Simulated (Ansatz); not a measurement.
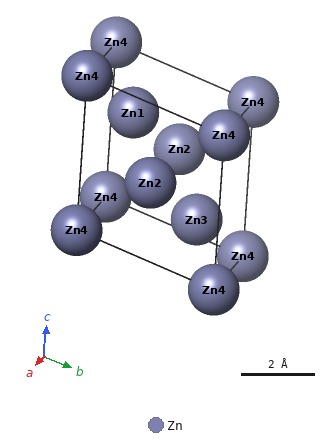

*The starting structure (spheres-only view of the cell of the calculation, seen slightly off an axis; atoms are numbered from 1 in the order of the input).*

## Zn: geometry relaxation

The run: geometry relaxation of Zn (I4/mmm, 4 atoms in the cell). Method and program: DFT PBE, scalar-relativistic, plane waves, PAW, no spin polarisation (Ansatz 0.2.0).

The structure derives from a Materials Project entry. It belongs to a series of runs on one base structure; here: 4 of 4 Cu sites taken by Zn, cell and atoms relaxed. Figures and captions count atoms from 1; the log counts them from 0 in places.

## Input
```yaml
crystal:
  lattice:
    - [-3.4519502369, 0.0, 2.6046211623]
    - [0.0, 3.4519502369, -2.6046211623]
    - [0.0, -3.4519502369, -2.6046211623]
  atoms:
    - { symbol: Zn, position: [0.5, 0.25, 0.75] }
    - { symbol: Zn, position: [0.0, 0.5, 0.5] }
    - { symbol: Zn, position: [0.5, 0.75, 0.25] }
    - { symbol: Zn, position: [0.0, 0.0, 0.0] }
basis:
  ecutwfc: 420
kpoints:
  mp_grid: { grid: [14, 14, 14] }
hamiltonian:
  xc: pbe
scf:
  occupations: { method: gaussian, width: 0.1 }
output:
  forces: true
  stress: true
  eigenvalues: true
  write_density: true
  write_potential: true
  elf: true
  volumetric_format: npy
relax:
  adjacent_minimum: "off"
  f_tol: 0.015
  max_steps: 60
  cell: { stress_tol: 0.15 }
```

Machine: 1 thread of Intel Xeon (Granite Rapids), 32 GiB of memory available, shared host.

Launch command:
```bash
ansatz run input.yaml --threads 1 --pin off --max-ram 2560MiB --backend cpu --events-out ev --progress --plain --runs-dir out
```

## What the program printed
```
Engine: ansatz 0.2.0, x86_64-unknown-linux-gnu
Pseudopotentials: kind: paw
Pseudopotential: Zn, paw, valence charge 12, recommended cutoff 420 eV (normal), Zn.paw.azcp
Functional definition: PBE
  parameter kappa = 0.804
  parameter beta = 0.06672455060314922
  exchange = pbe_x(kappa = kappa, mu = beta*pi^2/3)
  correlation = pbe_c(beta = beta)
Crystal: 4 atoms, lattice volume = 62.073 Å³
Basis set: ecut = 420 eV, 1229 PW (Γ), exchange–correlation on 60×60×60 points (8 copies of the dense FFT grid, shifted against one another)
Bands: 29, of which v1, the nominal top of the filled ones, is band 24 counted from 1 (23 counted from 0)
Symmetry: 64 space group operations
Space group: I4/mmm (ITA 139), of the structure as read, at distance tolerance 4.0e-5 Å
k-points: 244 of 2744
Non-local potential: Zn, projectors of the file, l = 0: 2, l = 1: 2, l = 2: 3, l = 3: 1
PAW form: soft (Blöchl's): semilocal exchange-correlation on the pseudo side does not see the compensation charge
PAW one-centre angular grid: Zn, 590 points (default); XC on 64 Gauss nodes
Initial density: superposition of atomic densities (neutral atoms: chi_scale 0, normalization atom), corrected by the library's trained network
Initial wavefunctions: pseudopotential atomic-orbital guess
Functional: x = pbe(κ = 0.804, μ = 0.2195149727645171), c = pbe(β = 0.06672455060314922)
SCF iter   1: F=—  HF=-13276.049317 eV  |F-HF|=—  |Δ(HF+E_count)|=         —  Δρ=1.42e-3  dr2=9.59e-4  ethr=1.77e-3  ⟨swp⟩=5.5  Hψ=28112  notcnv=0
preconditioner: auto → Kerker (q_TF=auto, 2.614 Å⁻¹)  [metal: Δε(μ)=0.019 eV  Ē_g=10.690 eV  σ=0.100 eV  W_gap=0.11  n_scr=18 (ndim 8)  ℏωp=32.7 eV  f_vac=0.000  D(μ)=1.04/eV (n_scr^D=0)]
SCF iter   2: F=—  HF=-13276.050237 eV  |F-HF|=—  |Δ(HF+E_count)|=   9.20e-4  Δρ=7.27e-4  dr2=2.97e-4  ethr=2.00e-6  ⟨swp⟩=2.1  Hψ=14588  notcnv=0
SCF iter   3: F=—  HF=-13276.050230 eV  |F-HF|=—  |Δ(HF+E_count)|=   7.32e-6  Δρ=4.97e-4  dr2=1.38e-4  ethr=6.19e-7  ⟨swp⟩=2.1  Hψ=11820  notcnv=0
SCF iter   4: F=—  HF=-13276.050208 eV  |F-HF|=—  |Δ(HF+E_count)|=   2.14e-5  Δρ=8.70e-5  dr2=3.92e-6  ethr=2.88e-7  ⟨swp⟩=2.2  Hψ=12402  notcnv=0
SCF iter   5: F=—  HF=-13276.050209 eV  |F-HF|=—  |Δ(HF+E_count)|=   1.14e-6  Δρ=2.36e-5  dr2=3.08e-7  ethr=8.17e-9  ⟨swp⟩=2.1  Hψ=10478  notcnv=0
SCF iter   6: F=-13276.050209 eV  HF=-13276.050209 eV  |F-HF|=6.82e-9  |Δ(HF+E_count)|=   4.36e-8  Δρ=1.00e-5  dr2=2.67e-8  ethr=2.08e-10  ⟨swp⟩=10.3  Hψ=54100  notcnv=0
SCF 1 converged in 6 iterations: F = -13276.050209 eV  dr2 = 2.67e-8
  greatest PAW one-centre occupation: 0.983 electrons in one spin orbital (limit 2), on the Zn atom at site 3 (counted from 0), in its partial waves of l = 2
relax step   1: F+E_penalty+E_count = -13276.05020942 eV  Δ(F+E_penalty+E_count) = +0.000e0 eV  max|allowed force component| = 1.351e-29 eV/Å  Δτ_max = 0.0000 Å  P = +0.035 GPa  Ω = 62.073 Å³  (6 SCF iters, dr2 threshold 1.00e-7 eV, accepted)
Crystal: 4 atoms, lattice volume = 62.138 Å³
Initial density: handed on by an earlier stage of this run
Initial wavefunctions: those handed on with the density
iter 1 solved again at ethr=1.27e-8 eV; its pass at ethr=3.10e-3 eV (dr2=6.09e-6 eV) is discarded
SCF iter   1: F=—  HF=-13276.050267 eV  |F-HF|=—  |Δ(HF+E_count)|=         —  Δρ=7.72e-5  dr2=3.25e-6  ethr=1.27e-8  ⟨swp⟩=3.2  Hψ=37376  notcnv=0
preconditioner: auto → Kerker (q_TF=auto, 2.613 Å⁻¹)  [metal: Δε(μ)=0.012 eV  Ē_g=10.678 eV  σ=0.100 eV  W_gap=0.07  n_scr=18 (ndim 8)  ℏωp=32.6 eV  f_vac=0.000  D(μ)=1.03/eV (n_scr^D=0)]
SCF iter   2: F=—  HF=-13276.050271 eV  |F-HF|=—  |Δ(HF+E_count)|=   4.25e-6  Δρ=3.06e-5  dr2=5.12e-7  ethr=6.77e-9  ⟨swp⟩=2.0  Hψ=12013  notcnv=0
SCF iter   3: F=—  HF=-13276.050271 eV  |F-HF|=—  |Δ(HF+E_count)|=   1.55e-7  Δρ=2.29e-5  dr2=3.86e-7  ethr=1.77e-10  ⟨swp⟩=8.0  Hψ=47876  notcnv=0
SCF iter   4: F=-13276.050271 eV  HF=-13276.050271 eV  |F-HF|=5.51e-9  |Δ(HF+E_count)|=   7.34e-8  Δρ=8.33e-6  dr2=2.07e-8  ethr=1.77e-10  ⟨swp⟩=5.9  Hψ=47753  notcnv=0
SCF 2 converged in 4 iterations: F = -13276.050271 eV  dr2 = 2.07e-8
relax step   2: F+E_penalty+E_count = -13276.05027078 eV  Δ(F+E_penalty+E_count) = -6.136e-5 eV  max|allowed force component| = 8.255e-29 eV/Å  Δτ_max = 0.0000 Å  P = -0.001 GPa  Ω = 62.138 Å³  energy of the carried Pulay correction = -5.109e-5 eV  (4 SCF iters, dr2 threshold 8.50e-8 eV, accepted)
Initial wavefunctions: pseudopotential atomic-orbital guess (no wavefunctions were taken with the density)
iter 1 solved again at ethr=2.06e-9 eV; its pass at ethr=3.10e-3 eV (dr2=9.88e-7 eV) is discarded
SCF iter   1: F=—  HF=-13276.050313 eV  |F-HF|=—  |Δ(HF+E_count)|=         —  Δρ=7.53e-6  dr2=1.70e-8  ethr=2.06e-9  ⟨swp⟩=3.8  Hψ=50983  notcnv=0
preconditioner: auto → Kerker (q_TF=auto, 2.613 Å⁻¹)  [metal: Δε(μ)=0.012 eV  Ē_g=10.677 eV  σ=0.100 eV  W_gap=0.07  n_scr=18 (ndim 8)  ℏωp=32.6 eV  f_vac=0.000  D(μ)=1.03/eV (n_scr^D=0)]
SCF iter   2: F=—  HF=-13276.050318 eV  |F-HF|=—  |Δ(HF+E_count)|=   4.77e-6  Δρ=3.58e-6  dr2=7.20e-9  ethr=3.55e-11  ⟨swp⟩=2.0  Hψ=12412  notcnv=0
SCF iter   3: F=—  HF=-13276.050318 eV  |F-HF|=—  |Δ(HF+E_count)|=   1.58e-9  Δρ=3.02e-6  dr2=3.45e-9  ethr=1.50e-11  ⟨swp⟩=2.9  Hψ=14029  notcnv=0
SCF iter   4: F=-13276.050318 eV  HF=-13276.050318 eV  |F-HF|=4.55e-11  |Δ(HF+E_count)|=  4.80e-10  Δρ=3.78e-7  dr2=3.18e-11  ethr=1.00e-12  ⟨swp⟩=4.6  Hψ=40984  notcnv=0
SCF 3 converged in 4 iterations: F = -13276.050318 eV  dr2 = 3.18e-11
relax step   3: F+E_penalty+E_count = -13276.05031781 eV  Δ(F+E_penalty+E_count) = -4.702e-5 eV  max|allowed force component| = 1.477e-29 eV/Å  Δτ_max = 0.0000 Å  P = -0.001 GPa  Ω = 62.138 Å³  stress off target by 1.02e-1 GPa  SCF on the basis re-selected at this cell (its energy is not comparable with the rows above)  (4 SCF iters)
```

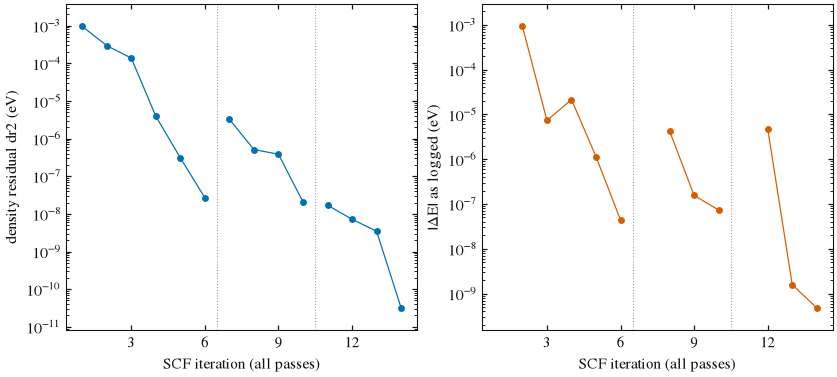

*Convergence of the self-consistent field: density residual dr2 and size of the energy change against the SCF iteration. The dotted lines part the SCF passes of the relaxation: geometry steps, rejected trials and re-solves on a re-selected basis.*

The passes take 6, 4 and 4 iterations.

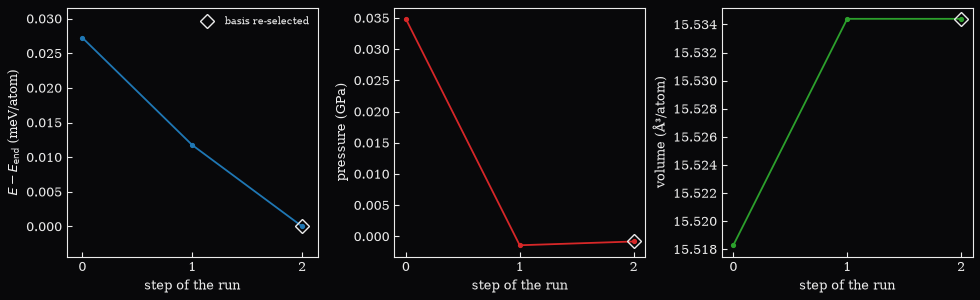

*Progress of the relaxation, step by step (the first geometry is step 0 here and step 1 in the log).*

The energy falls by next to nothing (0.0 meV per atom) in 1 geometry step. All forces vanish by symmetry, so only the cell relaxes. Pressure: 0.03 GPa at the start and 0.00 GPa at the end. No atom moves by more than 0.005 Å relative to the cell. Cell: a = b = c 4.324 → 4.326 Å (0.0 %). Volume +0.1 %. The space group stays I4/mmm (No. 139). A last SCF at the same geometry on a re-selected plane-wave basis shifts the energy by next to nothing (0.0 meV per atom). (Atoms are counted from 1 in the order of the input.)

```
basis re-selected at this cell: Δ(F+E_penalty+E_count) = -4.702e-5 eV, ΔP = +0.001 GPa vs the last step (what re-selecting the basis moved, of the pressure what is left beyond the Pulay correction that the steps carried, after the strain that the cell walked since its last selection, with what the two solves' SCF thresholds leave and, on support functions, any second-order correction that the steps lacked; it is no measure of the basis error at this ecutwfc). This SCF's stress stands 1.02e-1 GPa from its target on what of the cell is left free (relax.cell.stress_tol is 1.50e-1 GPa) and its largest allowed force component is 1.48e-29 eV/Å (relax.f_tol is 1.50e-2 eV/Å): within both
SCF converged after 4 iterations
Free energy (F): -13276.050318 eV
Harris-Foulkes:  -13276.050318 eV  (|F-HF|=4.55e-11)
Internal energy: -13276.045187 eV  (E = F + TS)
E sigma→0 (E₀):  -13276.047752 eV
Entropy (-TS):   -0.005131 eV (-1.283 meV/atom)
Fermi energy:    10.632316 eV
--- Per-component energies (eV) ---
  E_band       = 181.971110
  E_kinetic    = 523.577908
  E_local      = -6216.613224  (includes V_loc(G=0)·N_el)
  E_nonlocal   = 2441.852427
  E_hartree    = 2604.726553
  E_xc         = -550.671384
  E_vxc        = -210.153609  (∫ρ·V_xc dr)
  E_paw        = -7298.703620  (= ΣΔE_a)
  E_vpaw       = -1566.143849  (= ΣTr[D̂ρ^β])
  E_aug_tail   = -0.001484  (compensation charges beyond the density's cutoff)
  E_ewald      = -4780.212363
  E_smearing   = -0.005131  (= −TS)
  E_closure    = 0.000000  (closes the sum)
  Σ components = -13276.050318   (vs F -13276.050318, Δ=0.00e0)
--- Forces (eV/Å), atoms counted from 1 ---
  atom   1  Zn    -0.00000000    -0.00000000     0.00000000
  atom   2  Zn    -0.00000000    -0.00000000     0.00000000
  atom   3  Zn    -0.00000000    -0.00000000     0.00000000
  atom   4  Zn    -0.00000000     0.00000000     0.00000000
  max |Σ_I F_I| component: 2.24e-28 eV/Å
--- Stress (GPa, compression-positive) ---
        0.049982       0.000000      -0.000000
        0.000000       0.049982      -0.000000
        0.000000      -0.000000      -0.102438
  P = ⅓ Tr σ = -0.0008 GPa (-0.008 kbar)
--- Band table (eV; the first three rows and the last of 244) ---
  k-point 0: bands = ["0.4936", "2.3626", "2.5136", "2.7727", "2.8252", "2.8252", "2.8252", "2.8252", "3.0545", "3.1032", "3.1032", "3.3615", "3.3615", "3.4866", "3.4866", "3.6541", "3.7766", "3.7766", "3.7928", "3.7928", "3.8472", "12.1634", "12.1634", "12.4461", "12.4461", "13.4133", "13.4133", "14.0729", "14.0729"]
  k-point 1: bands = ["0.5563", "2.3780", "2.5266", "2.7802", "2.8028", "2.8122", "2.8278", "2.8355", "3.0607", "3.1193", "3.1233", "3.3551", "3.3627", "3.4850", "3.4859", "3.6493", "3.7680", "3.7688", "3.7717", "3.7825", "3.8357", "11.4061", "11.7809", "12.2094", "12.3468", "13.2994", "13.4584", "13.6279", "13.9683"]
  k-point 2: bands = ["0.7431", "2.4233", "2.5646", "2.7602", "2.7821", "2.8004", "2.8433", "2.8578", "3.0778", "3.1458", "3.1705", "3.3360", "3.3711", "3.4784", "3.4854", "3.6357", "3.6942", "3.7419", "3.7467", "3.7524", "3.8192", "10.0265", "11.2559", "11.7425", "12.0978", "12.6370", "13.5793", "13.9181", "14.7764"]
  k-point 243: bands = ["2.2765", "2.2765", "3.0228", "3.0228", "3.0228", "3.0228", "3.0735", "3.0735", "3.2170", "3.2170", "3.2541", "3.2541", "3.2668", "3.2668", "3.3710", "3.3710", "3.4286", "3.4286", "3.8395", "3.8395", "6.9299", "6.9299", "7.3131", "7.3131", "8.0554", "8.0554", "19.1065", "19.1065", "19.1065"]
--- Relaxed structure (2 steps of the walk, 2 accepted, 1 SCFs on fresh bases) ---
  F+E_penalty+E_count = -13276.05031781 eV   max|allowed force component| = 1.477e-29 eV/Å   (the final SCF, on the basis selected at the relaxed cell)
  cell:  # Å, volume = 62.1376 Å³
    - [-3.4550952387348, -8.724517024218332e-35, 2.602581842384787]
    - [8.526560172252573e-35, 3.4550952387348, -2.602581842384787]
    - [-8.526560172252573e-35, -3.4550952387348, -2.602581842384787]
  atoms:
    - { symbol: Zn, position: [0.49999999999999994, 0.25, 0.75] }
    - { symbol: Zn, position: [1.413918424892423e-71, 0.5, 0.5] }
    - { symbol: Zn, position: [0.49999999999999994, 0.75, 0.25] }
    - { symbol: Zn, position: [0.0, -1.2769893865973702e-39, 1.2769893865973702e-39] }
```

## Trajectory as extended XYZ (Å, eV, eV/Å), 3 frames, from step=1 to step=3
```
4
Lattice="-3.4520 0.0000 2.6046 0.0000 3.4520 -2.6046 0.0000 -3.4520 -2.6046" Properties=species:S:1:pos:R:3:forces:R:3 step=1 energy=-13276.05021 pressure_GPa=0.03
Zn   -1.7260   -1.7260   -1.3023    0.0000   0.0000   0.0000
Zn    0.0000    0.0000   -2.6046    0.0000   0.0000   0.0000
Zn   -1.7260    1.7260   -1.3023    0.0000   0.0000   0.0000
Zn    0.0000    0.0000    0.0000    0.0000   0.0000   0.0000
4
Lattice="-3.4551 0.0000 2.6026 0.0000 3.4551 -2.6026 0.0000 -3.4551 -2.6026" Properties=species:S:1:pos:R:3:forces:R:3 step=2 energy=-13276.05027 pressure_GPa=-0.00
Zn   -1.7275   -1.7275   -1.3013    0.0000   0.0000   0.0000
Zn    0.0000    0.0000   -2.6026    0.0000   0.0000   0.0000
Zn   -1.7275    1.7275   -1.3013    0.0000   0.0000   0.0000
Zn    0.0000    0.0000    0.0000    0.0000   0.0000   0.0000
4
Lattice="-3.4551 0.0000 2.6026 0.0000 3.4551 -2.6026 0.0000 -3.4551 -2.6026" Properties=species:S:1:pos:R:3:forces:R:3 step=3 energy=-13276.05032 pressure_GPa=-0.00
Zn   -1.7275   -1.7275   -1.3013    0.0000   0.0000   0.0000
Zn    0.0000    0.0000   -2.6026    0.0000   0.0000   0.0000
Zn   -1.7275    1.7275   -1.3013    0.0000   0.0000   0.0000
Zn    0.0000    0.0000    0.0000    0.0000   0.0000   0.0000
```

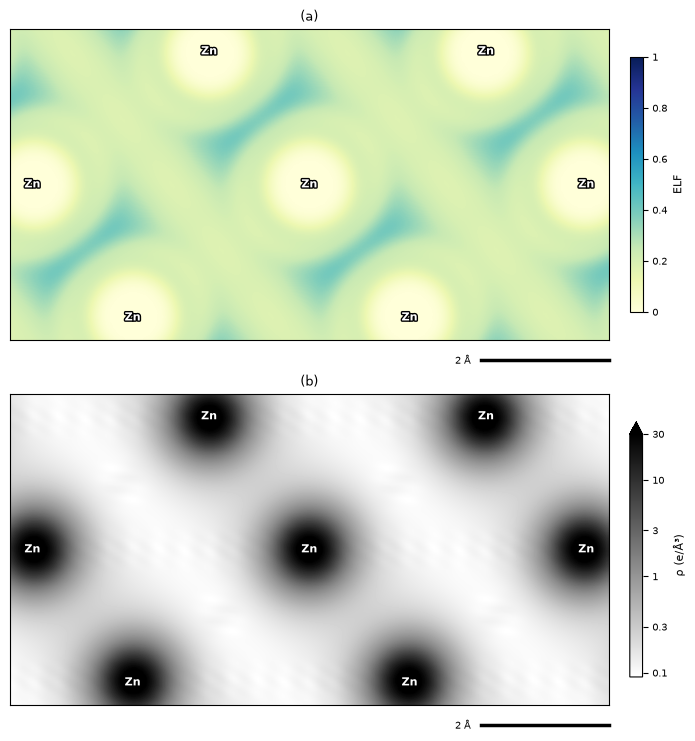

*(a) electron localisation function; (b) valence charge density (pseudo) on the (011̄) plane of the calculation cell.*

The section cuts through Zn sites. Zn–Zn (2.60 Å): ρ at the midpoint is about 0.27 e/Å³; the ELF is about 0.35 at the midpoint, as expected for metallic bonding. Away from the nuclei the density in this plane falls to 0.09 e/Å³ at its lowest. The fields are those of the smooth PAW valence density.

## Key numbers

| quantity | value |
| --- | --- |
| outcome | converged |
| space group (tolerance 0.01 Å) | I4/mmm (139) |
| electrons treated | 48 |
| free energy | −13276.0503 eV |
| Fermi energy | 10.632 eV |
| gap on the k-point mesh | none (metallic) |
| pressure | 0.00 GPa |
| final volume | 62.14 Å³ |
| largest force (length of the vector) at the end | under 0.001 eV/Å |
| final cell | a = 4.326 Å, b = 4.326 Å, c = 4.326 Å, α = 106.02°, β = 111.22°, γ = 111.22° |
| wall time | 34 s |
| peak memory | 0.65 GiB |
